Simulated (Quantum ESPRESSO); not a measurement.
# Band-structure run, with input and output: TiO2 (part 2 of 2)

TiO2 (P4₂/mnm, 6 atoms in the cell); Kohn-Sham DFT of a periodic cell, LDA, GBRV 1.5 LDA, no spin polarisation (Quantum ESPRESSO 7.5); cutoff 612.26 eV, 6×6×9 k-mesh, fermi-dirac of 0.05 eV. The structure derives from a Materials Project entry.

Geometry of the input (Å; fractional positions):
```
4.5998  0.0000  0.0000
0.0000  4.5998  0.0000
0.0000  0.0000  2.9592
Ti 0.0000  0.0000  0.5000
Ti 0.5000  0.5000  0.0000
O  0.3043  0.3043  0.5000
O  0.1957  0.8043  0.0000
O  0.8043  0.1957  0.0000
O  0.6957  0.6957  0.5000
```

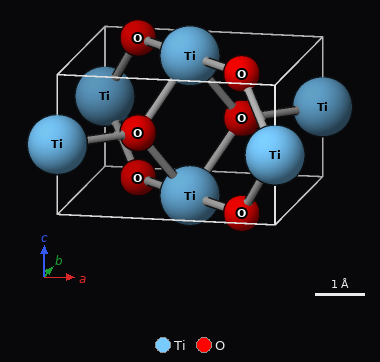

Figure 1. The input geometry (ball-and-stick view of the cell of the calculation, seen slightly off an axis). An atom can appear more than once, as a periodic image.

**Output, continued**
```
   -47.5369 -47.5214 -24.1694 -24.1685 -24.0222 -24.0212 -23.9753 -23.9435
    -9.0745  -7.9491  -7.2893  -7.2263   3.0729   3.4502   3.8845   4.9139
     4.9224   5.9641   6.0921   6.7435   7.7701   7.8428   8.0494   8.6316
    10.6694  10.9802  11.2686  11.2763  11.3223  13.1388  13.3757  15.2484
    15.2688

          k = 0.0000 0.1534 0.1590 (  2144 PWs)   bands (ev):

   -47.5314 -47.5169 -24.1567 -24.1550 -24.0326 -24.0252 -24.0150 -23.9950
    -8.9462  -7.8678  -7.3493  -7.2847   3.2419   3.5915   3.9875   4.7393
     4.8285   6.1553   6.2120   6.5269   7.2106   7.8169   7.8691   8.5547
    10.9390  11.1012  11.1198  11.3795  11.5127  13.0497  13.5333  14.9884
    15.0775

          k = 0.0000 0.1534 0.3179 (  2164 PWs)   bands (ev):

   -47.5173 -47.5054 -24.1752 -24.1502 -24.1179 -24.1135 -24.0102 -24.0083
    -8.6077  -7.6786  -7.4969  -7.4284   3.6725   3.9515   4.2248   4.5603
     4.8785   5.4876   6.0880   6.7503   6.7913   7.3817   7.4368   8.3329
    10.8571  11.3329  11.4684  11.6489  11.8395  12.7971  13.8690  14.5629
    14.8117

          k = 0.0000 0.1534 0.4769 (  2165 PWs)   bands (ev):

   -47.5007 -47.4929 -24.3223 -24.3082 -24.0753 -24.0737 -24.0055 -24.0042
    -8.1906  -7.6949  -7.5697  -7.4747   4.1307   4.2785   4.3071   4.5931
     5.0353   5.3174   5.4236   6.5916   6.7474   7.0522   7.1473   7.8354
    10.8702  11.5092  11.8447  11.8502  12.1987  12.5062  14.0614  14.2198
    14.8446

          k = 0.0000 0.1534 0.6358 (  2155 PWs)   bands (ev):

   -47.4886 -47.4859 -24.4166 -24.4120 -24.0396 -24.0385 -24.0091 -24.0081
    -7.9169  -7.8238  -7.5577  -7.4382   4.0712   4.1507   4.4976   4.6944
     5.2350   5.3840   5.9843   6.1974   6.2138   7.0411   7.1494   7.1888
    11.1709  11.5961  11.7345  11.9386  12.4148  12.4506  14.0277  14.0527
    15.0577

          k = 0.0000 0.3068 0.0000 (  2132 PWs)   bands (ev):

   -47.5336 -47.5247 -24.1447 -24.1422 -24.0507 -24.0481 -23.9685 -23.9502
    -8.7925  -8.0623  -7.4482  -7.3253   3.4649   3.6926   4.4875   4.9420
     4.9576   5.6294   5.8717   6.6955   6.8289   7.4467   7.8314   8.3257
    10.9634  11.2021  11.5272  11.6042  11.7229  12.7567  13.9963  15.0581
    15.0973

          k = 0.0000 0.3068 0.1590 (  2157 PWs)   bands (ev):

   -47.5283 -47.5199 -24.1347 -24.1298 -24.0557 -24.0498 -24.0156 -23.9978
    -8.6776  -7.9687  -7.5034  -7.3750   3.6197   3.8469   4.4000   4.7177
     5.0362   5.8323   6.0026   6.4408   6.5235   7.2472   7.8343   8.3178
    11.1393  11.3276  11.4782  11.5862  11.8513  12.6881  14.0523  14.7084
    14.9245

          k = 0.0000 0.3068 0.3179 (  2153 PWs)   bands (ev):

   -47.5148 -47.5079 -24.1793 -24.1627 -24.0964 -24.0872 -24.0290 -24.0234
    -8.3891  -7.7630  -7.6169  -7.4863   3.9727   4.2467   4.3043   4.4928
     5.3162   5.4747   5.4982   6.3606   6.4837   7.2299   7.6303   8.1530
    11.0098  11.5000  11.6692  11.6838  12.0955  12.5465  14.0285  14.1549
    14.8810

          k = 0.0000 0.3068 0.4769 (  2160 PWs)   bands (ev):

   -47.4990 -47.4945 -24.3255 -24.3171 -24.0592 -24.0547 -24.0190 -24.0149
    -8.1061  -7.8427  -7.5315  -7.4527   4.0681   4.2682   4.2851   4.6257
     4.9600   5.3203   5.7896   6.4734   6.5477   7.0286   7.3380   7.9433
    10.7233  11.3803  11.7554  11.9167  12.3707  12.5040  13.8035  13.9090
    15.2020

          k = 0.0000 0.3068 0.6358 (  2161 PWs)   bands (ev):

   -47.4880 -47.4865 -24.4211 -24.4184 -24.0325 -24.0297 -24.0127 -24.0101
    -8.0149  -7.9625  -7.4022  -7.3309   3.7513   3.8388   4.5338   4.7055
     5.2445   5.6272   5.9040   6.3636   6.8301   6.8437   7.1694   7.5582
    10.7272  11.0258  11.8144  11.9223  12.5390  12.5583  13.7513  13.8396
    15.5362

          k = 0.0000-0.4602 0.0000 (  2150 PWs)   bands (ev):

   -47.5291 -47.5291 -24.1217 -24.1217 -24.0723 -24.0723 -23.9593 -23.9593
    -8.4030  -8.4030  -7.4329  -7.4329   3.7569   3.7569   4.9655   4.9655
     5.4242   5.4242   5.6435   5.6435   7.0659   7.0659   7.9786   7.9786
    11.1827  11.1827  11.7000  11.7000  12.2514  12.2514  14.8418  14.8418
    14.9807

          k = 0.0000-0.4602 0.1590 (  2146 PWs)   bands (ev):

   -47.5241 -47.5241 -24.1103 -24.1103 -24.0760 -24.0760 -24.0063 -24.0063
    -8.3035  -8.3035  -7.4775  -7.4775   3.9131   3.9131   4.7074   4.7074
     5.4398   5.4398   5.9417   5.9417   6.6513   6.6513   8.0508   8.0508
    11.3017  11.3017  11.7269  11.7269  12.2347  12.2347  14.5085  14.5085
    15.0827

          k = 0.0000-0.4602 0.3179 (  2162 PWs)   bands (ev):

   -47.5113 -47.5113 -24.1743 -24.1743 -24.0748 -24.0748 -24.0406 -24.0406
    -8.0802  -8.0802  -7.5582  -7.5582   4.2498   4.2498   4.5156   4.5156
     5.1740   5.1740   5.9511   5.9511   6.6595   6.6595   7.9293   7.9293
    11.2883  11.2883  11.8231  11.8231  12.3048  12.3048  13.9897  13.9897
    15.2974

          k = 0.0000-0.4602 0.4769 (  2166 PWs)   bands (ev):

   -47.4968 -47.4968 -24.3243 -24.3243 -24.0396 -24.0396 -24.0317 -24.0317
    -7.9851  -7.9851  -7.4822  -7.4822   4.1054   4.1054   4.4616   4.4616
     5.2224   5.2224   5.9948   5.9948   6.8773   6.8773   7.6997   7.6997
    10.9322  10.9322  11.9178  11.9178  12.4647  12.4647  13.7235  13.7235
    15.5927

          k = 0.0000-0.4602 0.6358 (  2160 PWs)   bands (ev):

   -47.4872 -47.4872 -24.4224 -24.4224 -24.0262 -24.0262 -24.0137 -24.0137
    -8.0320  -8.0320  -7.3166  -7.3166   3.6542   3.6542   4.6622   4.6622
     5.4320   5.4320   6.2024   6.2024   6.7536   6.7536   7.6630   7.6630
    10.6029  10.6029  11.8835  11.8835  12.5892  12.5892  13.7064  13.7064
    15.8274

          k = 0.1534 0.1534 0.0000 (  2131 PWs)   bands (ev):

   -47.5358 -47.5224 -24.1820 -24.1407 -24.0515 -24.0088 -23.9731 -23.9456
    -8.9885  -7.9699  -7.3858  -7.2242   3.0780   3.6596   4.0470   4.8840
     4.9605   5.7425   6.1899   6.7695   7.4282   7.7463   7.9186   8.5529
    10.5907  11.1464  11.1696  11.4621  11.5676  13.0420  13.5226  15.0779
    15.3409

          k = 0.1534 0.1534 0.1590 (  2145 PWs)   bands (ev):

   -47.5304 -47.5178 -24.1679 -24.1296 -24.0548 -24.0245 -24.0064 -23.9980
    -8.8639  -7.8828  -7.4415  -7.2847   3.2353   3.8086   4.0957   4.7821
     4.8325   5.9091   6.4022   6.4261   6.9978   7.7348   7.8181   8.4154
    10.8289  11.0913  11.2865  11.5824  11.6336  12.9498  13.6698  14.7819
    15.1566

          k = 0.1534 0.1534 0.3179 (  2151 PWs)   bands (ev):

   -47.5165 -47.5062 -24.1753 -24.1521 -24.1306 -24.0897 -24.0276 -24.0013
    -8.5387  -7.6725  -7.5764  -7.4377   3.6407   4.1580   4.1615   4.6515
     5.0074   5.3512   6.0713   6.4697   6.8343   7.3153   7.5455   8.2699
    10.8649  11.2337  11.5604  11.8092  11.8864  12.7125  13.9017  14.4223
    14.8590

          k = 0.1534 0.1534 0.4769 (  2165 PWs)   bands (ev):

   -47.5002 -47.4934 -24.3236 -24.3097 -24.0835 -24.0553 -24.0180 -23.9998
    -8.1594  -7.7077  -7.6111  -7.4519   4.1111   4.2779   4.2795   4.4272
     5.1207   5.4192   5.5441   6.5075   6.6138   7.1389   7.2143   7.9225
    10.7914  11.5357  11.8135  11.9660  12.0165  12.5684  13.7972  14.4804
    14.7401

          k = 0.1534 0.1534 0.6358 (  2174 PWs)   bands (ev):

   -47.4884 -47.4861 -24.4194 -24.4118 -24.0436 -24.0304 -24.0116 -24.0078
    -7.9999  -7.7238  -7.6507  -7.3527   3.8523   4.3884   4.4685   4.4882
     4.8225   5.8802   6.0200   6.2730   6.3250   6.9724   7.2474   7.2891
    10.9772  11.6440  11.7601  11.9132  12.1009  12.6663  13.7041  14.4876
    14.7709

          k = 0.1534 0.3068 0.0000 (  2139 PWs)   bands (ev):

   -47.5330 -47.5252 -24.1747 -24.1222 -24.0719 -24.0179 -23.9673 -23.9514
    -8.7503  -8.1142  -7.4649  -7.2968   3.2489   3.8151   4.5736   4.8890
     4.9661   5.6350   6.0407   6.8321   6.8932   7.4808   7.6187   8.2259
    10.7645  11.2180  11.3036  11.7051  11.8738  12.7489  14.0264  14.9788
    15.2556

          k = 0.1534 0.3068 0.1590 (  2146 PWs)   bands (ev):

   -47.5277 -47.5204 -24.1613 -24.1105 -24.0763 -24.0245 -24.0121 -23.9996
    -8.6360  -8.0197  -7.5147  -7.3520   3.3982   3.9752   4.3758   4.7177
     5.0812   5.8896   6.1179   6.3630   6.8363   7.2841   7.6794   8.1390
    10.9702  11.2755  11.3554  11.7554  11.8999  12.6640  14.1010  14.6521
    15.0636

          k = 0.1534 0.3068 0.3179 (  2156 PWs)   bands (ev):

   -47.5143 -47.5084 -24.1757 -24.1621 -24.1200 -24.0740 -24.0407 -24.0065
    -8.3480  -7.8110  -7.6089  -7.4849   3.7729   4.1732   4.3262   4.5380
     5.2211   5.5202   5.8461   6.3238   6.7188   7.1985   7.5480   8.0479
    11.0382  11.3510  11.5380  11.8806  12.0664  12.4875  13.9409  14.3927
    14.8813

          k = 0.1534 0.3068 0.4769 (  2160 PWs)   bands (ev):

   -47.4987 -47.4948 -24.3245 -24.3148 -24.0778 -24.0392 -24.0320 -24.0031
    -8.0735  -7.8143  -7.5827  -7.4600   4.0230   4.1332   4.2383   4.6171
     4.8745   5.5280   5.9169   6.3637   6.6455   7.0322   7.4308   7.9806
    10.7591  11.4568  11.6780  11.9224  12.1855  12.5136  13.6819  14.2615
    15.0657

          k = 0.1534 0.3068 0.6358 (  2168 PWs)   bands (ev):

   -47.4879 -47.4866 -24.4216 -24.4149 -24.0407 -24.0258 -24.0142 -24.0085
    -8.0387  -7.8665  -7.4964  -7.3066   3.6647   3.9625   4.5021   4.6940
     4.8099   5.8083   6.0291   6.2253   6.7137   7.1648   7.2984   7.6773
    10.6941  11.1939  11.8206  11.9068  12.2126  12.6507  13.6461  14.1885
    15.2315

          k = 0.1534-0.4602 0.0000 (  2152 PWs)   bands (ev):

   -47.5291 -47.5291 -24.1492 -24.1492 -24.0450 -24.0450 -23.9593 -23.9593
    -8.4213  -8.4213  -7.4061  -7.4061   3.5757   3.5757   4.9286   4.9286
     5.3133   5.3133   6.1623   6.1623   7.1521   7.1521   7.7878   7.7878
    11.0589  11.0589  11.5685  11.5685  12.3320  12.3320  14.7551  14.7551
    15.0759

          k = 0.1534-0.4602 0.1590 (  2144 PWs)   bands (ev):

   -47.5241 -47.5241 -24.1378 -24.1378 -24.0493 -24.0493 -24.0058 -24.0058
    -8.3196  -8.3196  -7.4538  -7.4538   3.7271   3.7271   4.6074   4.6074
     5.5660   5.5660   6.3061   6.3061   6.7218   6.7218   7.8476   7.8476
    11.2125  11.2125  11.6018  11.6018  12.2768  12.2768  14.5829  14.5829
    15.0578

          k = 0.1534-0.4602 0.3179 (  2158 PWs)   bands (ev):

   -47.5113 -47.5113 -24.1718 -24.1718 -24.0952 -24.0952 -24.0231 -24.0231
    -8.0822  -8.0822  -7.5510  -7.5510   4.0899   4.0899   4.3113   4.3113
     5.4527   5.4527   6.1784   6.1784   6.7339   6.7339   7.7780   7.7780
    11.3117  11.3117  11.6975  11.6975  12.2448  12.2448  14.1578  14.1578
    15.2205

          k = 0.1534-0.4602 0.4769 (  2166 PWs)   bands (ev):

   -47.4968 -47.4968 -24.3212 -24.3212 -24.0603 -24.0603 -24.0146 -24.0146
    -7.9512  -7.9512  -7.5142  -7.5142   4.0163   4.0163   4.4011   4.4011
     5.2050   5.2050   6.2132   6.2132   6.8546   6.8546   7.7413   7.7413
    11.0216  11.0216  11.8392  11.8392  12.3544  12.3544  13.8940  13.8940
    15.4722

          k = 0.1534-0.4602 0.6358 (  2162 PWs)   bands (ev):

   -47.4872 -47.4872 -24.4195 -24.4195 -24.0325 -24.0325 -24.0110 -24.0110
    -7.9904  -7.9904  -7.3588  -7.3588   3.6799   3.6799   4.5873   4.5873
     5.3090   5.3090   6.1406   6.1406   6.9681   6.9681   7.7492   7.7492
    10.7232  10.7232  11.8764  11.8764  12.4644  12.4644  13.8366  13.8366
    15.6723

          k = 0.3068 0.3068 0.0000 (  2151 PWs)   bands (ev):

   -47.5313 -47.5268 -24.1889 -24.1520 -24.0428 -24.0046 -23.9639 -23.9547
    -8.6310  -8.2629  -7.4331  -7.2955   3.1288   3.5976   4.8474   4.9184
     4.9525   5.8410   6.3505   6.8903   7.0842   7.2018   7.4792   8.0226
    10.5752  11.0610  11.1811  11.5728  12.1843  12.6685  14.2263  15.0740
    15.0744

          k = 0.3068 0.3068 0.1590 (  2145 PWs)   bands (ev):

   -47.5262 -47.5220 -24.1744 -24.1404 -24.0483 -24.0149 -24.0054 -24.0024
    -8.5192  -8.1645  -7.4813  -7.3531   3.2760   3.7494   4.4129   4.6241
     5.4032   6.1989   6.3985   6.5060   6.9039   7.3201   7.3303   7.8122
    10.7939  11.2354  11.2408  11.6211  12.1208  12.5594  14.3104  14.7287
    15.1556

          k = 0.3068 0.3068 0.3179 (  2154 PWs)   bands (ev):

   -47.5130 -47.5096 -24.1699 -24.1589 -24.1361 -24.0962 -24.0216 -23.9981
    -8.2368  -7.9322  -7.5795  -7.4992   3.6531   4.0953   4.1227   4.2829
     5.5669   5.8819   6.0926   6.5673   6.8246   7.1843   7.3235   7.7538
    11.1938  11.2032  11.5230  11.7676  12.0369  12.3181  14.1375  14.6399
    14.8543

          k = 0.3068 0.3068 0.4769 (  2155 PWs)   bands (ev):

   -47.4979 -47.4956 -24.3203 -24.3124 -24.0875 -24.0618 -24.0136 -23.9980
    -7.9839  -7.7656  -7.6655  -7.5104   3.9616   4.0033   4.0720   4.4208
     5.0500   5.5404   6.2702   6.3552   6.7253   7.1355   7.5261   7.9701
    10.9323  11.5668  11.7220  11.7400  11.9072  12.3596  13.8733  14.7217
    14.7296

          k = 0.3068 0.3068 0.6358 (  2153 PWs)   bands (ev):

   -47.4876 -47.4868 -24.4184 -24.4119 -24.0455 -24.0329 -24.0111 -24.0079
    -7.9961  -7.7740  -7.5850  -7.3484   3.6369   4.0504   4.2692   4.4452
     4.8950   5.6120   6.0272   6.1079   7.0258   7.3345   7.6167   7.9151
    10.7493  11.4109  11.7969  11.8412  11.9354  12.4892  13.8005  14.6866
    14.7601

          k = 0.3068-0.4602 0.0000 (  2156 PWs)   bands (ev):

   -47.5291 -47.5291 -24.1804 -24.1804 -24.0142 -24.0142 -23.9593 -23.9593
    -8.4555  -8.4555  -7.3548  -7.3548   3.2675   3.2675   4.8607   4.8607
     5.5489   5.5489   6.6277   6.6277   7.3262   7.3262   7.5345   7.5345
    10.7519  10.7519  11.3132  11.3132  12.4720  12.4720  14.6122  14.6122
    15.2512

          k = 0.3068-0.4602 0.1590 (  2156 PWs)   bands (ev):

   -47.5240 -47.5240 -24.1667 -24.1667 -24.0231 -24.0231 -24.0036 -24.0036
    -8.3498  -8.3498  -7.4083  -7.4083   3.4144   3.4144   4.5072   4.5072
     5.9194   5.9194   6.7809   6.7809   6.8936   6.8936   7.4625   7.4625
    10.9646  10.9646  11.3705  11.3705  12.3655  12.3655  14.6384  14.6384
    15.0968

          k = 0.3068-0.4602 0.3179 (  2152 PWs)   bands (ev):

   -47.5113 -47.5113 -24.1643 -24.1643 -24.1229 -24.1229 -24.0037 -24.0037
    -8.0861  -8.0861  -7.5365  -7.5365   3.7842   3.7842   4.1387   4.1387
     5.9009   5.9009   6.4920   6.4920   6.9745   6.9745   7.4050   7.4050
    11.3254  11.3254  11.4848  11.4848  12.1315  12.1315  14.4910  14.4910
    15.0374

          k = 0.3068-0.4602 0.4769 (  2156 PWs)   bands (ev):

   -47.4967 -47.4967 -24.3148 -24.3148 -24.0811 -24.0811 -24.0015 -24.0015
    -7.8605  -7.8605  -7.6010  -7.6010   3.9213   3.9213   4.1741   4.1741
     5.3302   5.3302   6.3928   6.3928   6.9887   6.9887   7.7625   7.7625
    11.2843  11.2843  11.6974  11.6974  12.0621  12.0621  14.2870  14.2870
    15.1557

          k = 0.3068-0.4602 0.6358 (  2146 PWs)   bands (ev):

   -47.4872 -47.4872 -24.4137 -24.4137 -24.0421 -24.0421 -24.0086 -24.0086
    -7.8834  -7.8834  -7.4672  -7.4672   3.7761   3.7761   4.3358   4.3358
     5.1989   5.1989   6.0677   6.0677   7.2654   7.2654   7.9269   7.9269
    11.0388  11.0388  11.8646  11.8646  12.1350  12.1350  14.2016  14.2016
    15.2594

          k =-0.4602-0.4602 0.0000 (  2132 PWs)   bands (ev):

   -47.5290 -47.5290 -24.1923 -24.1923 -24.0025 -24.0025 -23.9592 -23.9592
    -8.4717  -8.4717  -7.3301  -7.3301   3.1343   3.1343   4.8292   4.8292
     5.8246   5.8246   6.4957   6.4957   7.4153   7.4153   7.6405   7.6405
    10.5549  10.5549  11.1873  11.1873  12.5316  12.5316  14.5557  14.5557
    15.3328

          k =-0.4602-0.4602 0.1590 (  2156 PWs)   bands (ev):

   -47.5240 -47.5240 -24.1776 -24.1776 -24.0156 -24.0156 -24.0004 -24.0004
    -8.3640  -8.3640  -7.3863  -7.3863   3.2807   3.2807   4.4724   4.4724
     6.3195   6.3195   6.5830   6.5830   6.9893   6.9893   7.4710   7.4710
    10.7958  10.7958  11.2709  11.2709  12.4049  12.4049  14.6304  14.6304
    15.1528

          k =-0.4602-0.4602 0.3179 (  2148 PWs)   bands (ev):

   -47.5113 -47.5113 -24.1558 -24.1558 -24.1389 -24.1389 -23.9966 -23.9966
    -8.0881  -8.0881  -7.5292  -7.5292   3.6544   3.6544   4.0818   4.0818
     6.1276   6.1276   6.8229   6.8229   6.8429   6.8429   7.2536   7.2536
    11.2407  11.2407  11.4789  11.4789  12.0641  12.0641  14.7436  14.7436
    14.8502

          k =-0.4602-0.4602 0.4769 (  2168 PWs)   bands (ev):

   -47.4967 -47.4967 -24.3113 -24.3113 -24.0895 -24.0895 -23.9971 -23.9971
    -7.7674  -7.7674  -7.6921  -7.6921   3.9182   3.9182   4.0305   4.0305
     5.4067   5.4067   6.4074   6.4074   7.1390   7.1390   7.7361   7.7361
    11.6306  11.6306  11.6312  11.6312  11.7068  11.7068  14.7232  14.7232
    14.7490

          k =-0.4602-0.4602 0.6358 (  2148 PWs)   bands (ev):

   -47.4872 -47.4872 -24.4107 -24.4107 -24.0465 -24.0465 -24.0080 -24.0080
    -7.7986  -7.7986  -7.5527  -7.5527   3.9110   3.9110   4.1078   4.1078
     5.1842   5.1842   6.0370   6.0370   7.3821   7.3821   8.0188   8.0188
    11.3109  11.3109  11.8525  11.8525  11.8618  11.8618  14.6844  14.6844
    14.7520

     the Fermi energy is     9.6017 ev

!    total energy              =    -368.42381066 Ry
     estimated scf accuracy    <          5.1E-10 Ry
     smearing contrib. (-TS)   =      -0.00000000 Ry
     internal energy E=F+TS    =    -368.42381066 Ry

     The total energy is F=E-TS. E is the sum of the following terms:
     one-electron contribution =    -125.64141449 Ry
     hartree contribution      =      85.67649424 Ry
     xc contribution           =     -64.37126319 Ry
     ewald contribution        =    -264.08762723 Ry

     convergence has been achieved in  10 iterations

     negative rho (up, down):  1.431E-03 0.000E+00

     Forces acting on atoms (cartesian axes, Ry/au):

     atom    1 type  1   force =     0.00000000    0.00000000    0.00000000
     atom    2 type  1   force =     0.00000000    0.00000000    0.00000000
     atom    3 type  2   force =     0.00305984    0.00305984    0.00000000
     atom    4 type  2   force =    -0.00305984    0.00305984    0.00000000
     atom    5 type  2   force =     0.00305984   -0.00305984    0.00000000
     atom    6 type  2   force =    -0.00305984   -0.00305984    0.00000000

     Total force =     0.008655     Total SCF correction =     0.000011

     Computing stress (Cartesian axis) and pressure

     negative rho (up, down):  1.431E-03 0.000E+00
          total   stress  (Ry/bohr**3)                   (kbar)     P=      -83.06
  -0.00049908   0.00000000   0.00000000          -73.42        0.00        0.00
   0.00000000  -0.00049908   0.00000000            0.00      -73.42        0.00
   0.00000000   0.00000000  -0.00069565            0.00        0.00     -102.33

=------------------------------------------------------------------------------=
   JOB DONE.
=------------------------------------------------------------------------------=
```

**Key numbers**

- outcome: converged
- space group (tolerance 0.01 Å): P4₂/mnm (136)
- electrons treated: 48
- free energy: −5012.6613 eV
- Fermi energy: 9.602 eV
- gap on the k-point mesh: 1.78 eV
- gap on the band path: 1.78 eV
- pressure: −8.31 GPa
- largest force (length of the vector): 0.111 eV/Å
- hardware: 2 threads of Intel Xeon (Sapphire Rapids), 16 GiB of memory available, shared host
- wall time: 48 s (CPU time 96 s)
- peak memory: 0.34 GiB

**Notes**

Notes on the run: negative rho. The cell is under a tension of 8.3 GPa at this level, so it is not at its equilibrium volume.
